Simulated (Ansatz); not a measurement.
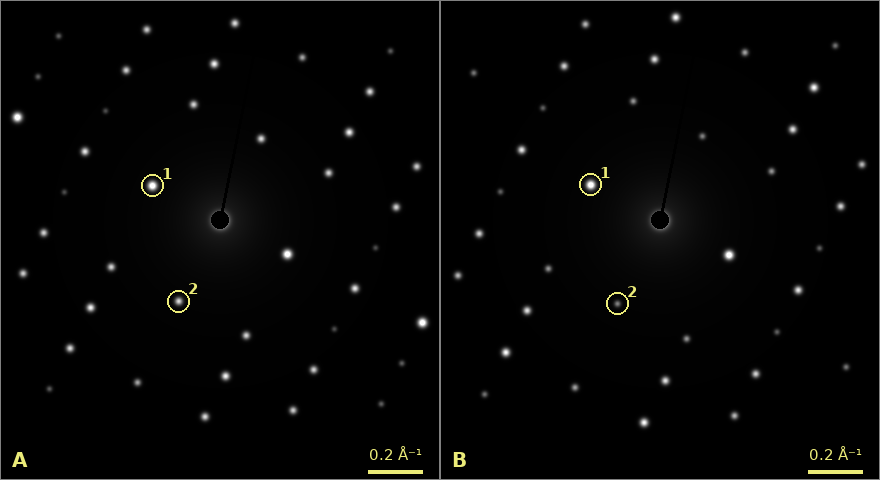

Kinematic electron diffraction patterns (300 kV, B = 0.5 Å², same scale) along [011] of the run's own cell, for the start and the end of one relaxation of Na3Cl2 with DFT PBE, scalar-relativistic, plane waves, PAW in Ansatz. k mesh 6×6×6. The start is a generated model structure, and the relaxation ends in the nearest stationary point of its symmetry, not necessarily the ground state. Spot 1 is 0 -1 1 and spot 2 is 2 0 0 in both.

Start structure:

```
Na Cl
1.0
     3.43296    1.98202    6.24850
    -3.43296    1.98202    6.24850
     0.00000   -3.96404    6.24850
Na Cl
6 4
Direct
  0.05625 0.44375 0.75000
  0.75000 0.05625 0.44375
  0.44375 0.75000 0.05625
  0.94375 0.55625 0.25000
  0.25000 0.94375 0.55625
  0.55625 0.25000 0.94375
  0.85218 0.85218 0.85218
  0.64782 0.64782 0.64782
  0.14782 0.14782 0.14782
  0.35218 0.35218 0.35218
```

Q: Which pattern belongs to the start structure, and which to the relaxed one?

A: B is the start: its cell gives d(1) = 3.433 Å, d(2) = 2.834 Å and an angle of 90.0°. A is the relaxed structure, with d(1) = 3.516 Å (+2.4 %), d(2) = 2.921 Å (+3.1 %) and 90.0°.

Q: Name reflections whose intensity changes strongly on relaxation.

A: 2 0 0 goes from 4.7 to 29 % of the strongest spot; 2 -1 1 goes from 7.6 to 25 % of the strongest spot.

Q: What did the relaxation do to the structure and the energy?

A: The volume changed by +15.6 % to 29.49 Å³ an atom; with the mean shift removed, the atoms moved by up to 0.24 Å relative to the cell (Cl most); the space group stayed R-3c (No. 167); the free energy fell by 53 meV an atom. Relaxed cell: a = 7.992 Å, b = 7.992 Å, c = 7.992 Å, α = 52.20°, β = 52.20°, γ = 52.20°.
